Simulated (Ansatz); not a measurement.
## Electronic structure of Mg₁₆HO₁₆ (cell charge +1, with a compensating background) (cell with a defect) in real space

```
Mg O H
1.0
    -4.25359   -4.25359    4.25359
     4.25359    4.25359    4.25359
    -4.25359    4.25359   -4.25359
Mg O H
16 16 1
Direct
  0.74319 0.49633 0.74840
  0.99465 0.50098 0.49827
  0.74813 0.75110 0.50149
  0.25962 0.52701 0.27737
  0.99465 0.74790 0.25146
  0.74323 0.99804 0.24678
  0.50109 0.50600 0.99988
  0.24655 0.74788 0.99989
  0.98224 0.97219 0.99986
  0.74831 0.24949 0.99988
  0.49630 0.75110 0.75313
  0.24458 0.99291 0.74330
  0.98231 0.24950 0.72275
  0.49633 0.00273 0.50154
  0.24658 0.24949 0.49823
  0.50110 0.24948 0.25639
  0.00117 0.49478 0.99979
  0.24480 0.49837 0.74804
  0.99591 0.74885 0.75107
  0.49660 0.50137 0.50065
  0.24715 0.75407 0.50448
  0.99593 0.00067 0.49925
  0.74343 0.49801 0.24840
  0.49653 0.75014 0.25170
  0.24478 0.99760 0.24883
  0.00118 0.24943 0.24512
  0.74263 0.74496 0.99992
  0.49492 0.00100 0.99988
  0.24704 0.24952 0.00018
  0.75569 0.00404 0.75438
  0.49492 0.24950 0.75144
  0.74266 0.24950 0.49539
  0.11381 0.24988 0.00070
```

These are results of DFT PBE, scalar-relativistic, plane waves, PAW (Ansatz 0.2.0), not measurements.

In a PAW calculation such maps are meaningful between the atoms, not at the nuclei.

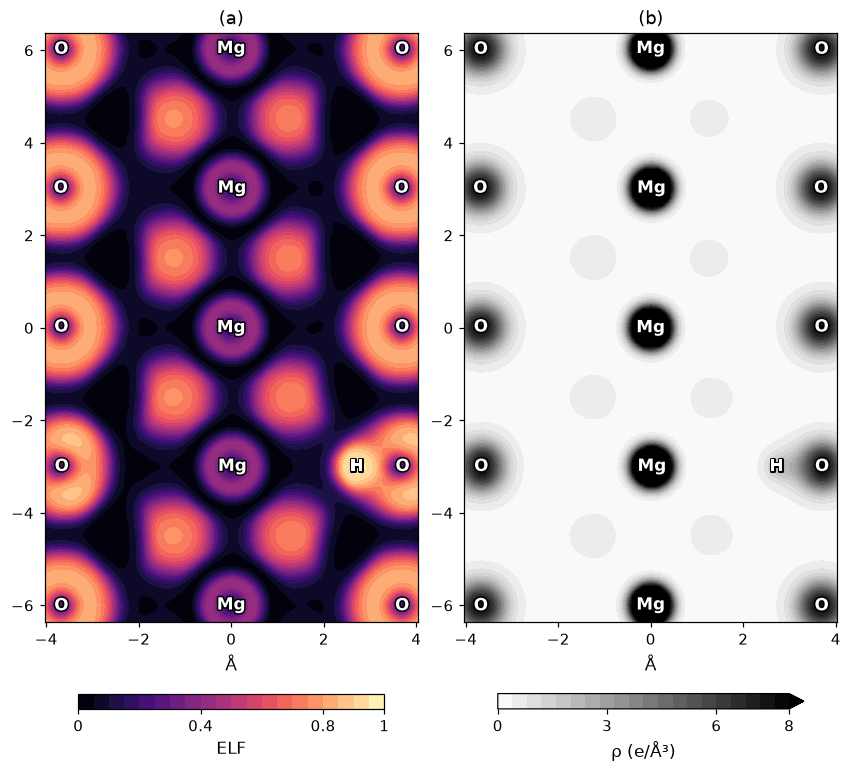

Figure 1. (a) ELF; (b) valence pseudo-density on the (011) plane of the calculation cell.

Describe what can be read from this map.

Atoms in the plane: Mg, O and H. Atoms just off the plane (Mg, 0.9 Å away and O, 0.8 Å away) can leave unmarked features too. O–H (0.98 Å): the density is about 3.6 e/Å³ at the midpoint; the ELF climbs to about 0.95 towards the hydrogen, as it does in any bond to H; a covalent bond by its length. Between the atoms the lowest density in this plane is 0.05 e/Å³.

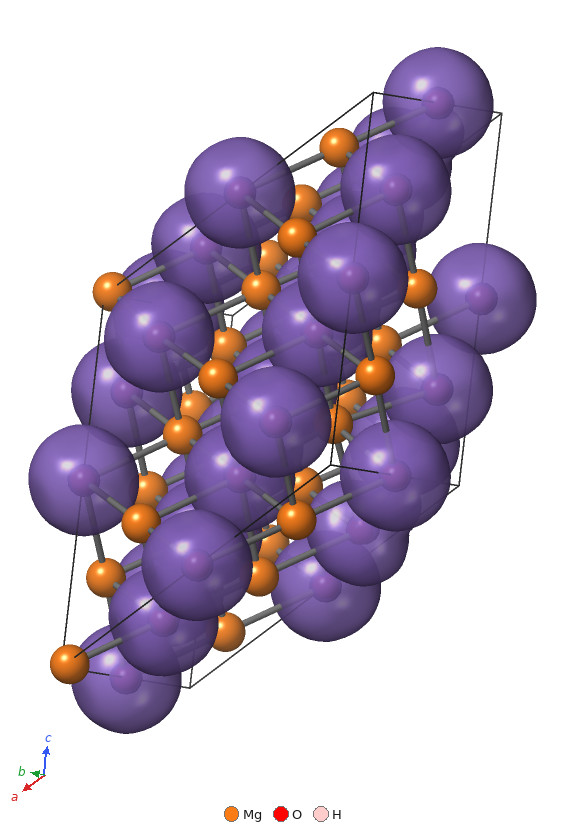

Figure 2. Isosurface of the electron localisation function at 0.6 (purple), seen at an oblique angle. Only the valence region is drawn (cores and ρ < 0.01 e/Å³ removed). Sticks mark near contacts.

Describe the localisation domains.

The ELF exceeds this value in 15 regions wrapped around O (the valence shell of each) and one joined region spread over several atoms (H, O), in which their bonds and any lone pairs are merged, counted in one cell of 33 atoms. Regions shared between cells count once.


 Mg–O (1.99 Å): the ELF peaks at about 0.85 in the valence shell of O, 0.6 Å from its nucleus, and is about 0.35 at the midpoint: a closed-shell, largely ionic contact.

Metal or insulator at this level of theory?

It is gapped, with a Kohn–Sham gap of 5.7 eV on the k-point mesh (the band edges may lie off the mesh, which would make the gap smaller).
